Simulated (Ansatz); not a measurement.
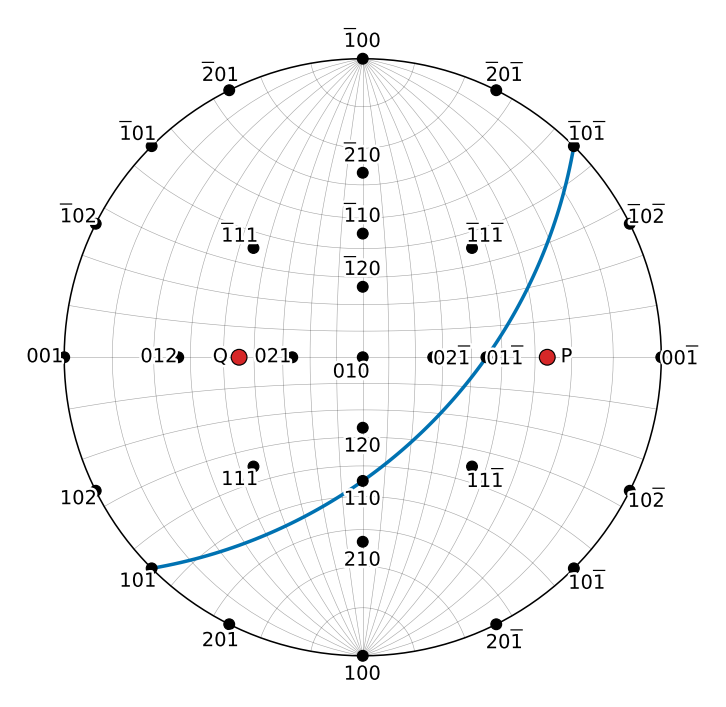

For SiW3, the end point of a relaxation with DFT PBE, scalar-relativistic, plane waves, PAW (Ansatz 0.2.0); the starting structure was generated, so it need not be a known form of this composition: stereographic projection of plane normals (upper hemisphere) centred on (0 1 0). Symmetry computed with spglib at a tolerance of 0.002 Å; standard conventional cell.

a = 6.243 Å, b = 6.243 Å, c = 6.243 Å, α = 90.00°, β = 90.00°, γ = 90.00°.

**Index the poles marked P, Q.**

P is (0 1 −2), 63.4° from the centre; Q is (0 1 1), 45.0° from the centre.

**Which zone does the coloured great circle trace?**

The zone [1 −1 −1]: its poles satisfy h − k − l = 0.

**What is the angle between the normals of (−1 0 1) and (−1 0 0), and what are their d_hkl = 1/|g|?**

45.0°; d = 4.414 Å and 6.243 Å.
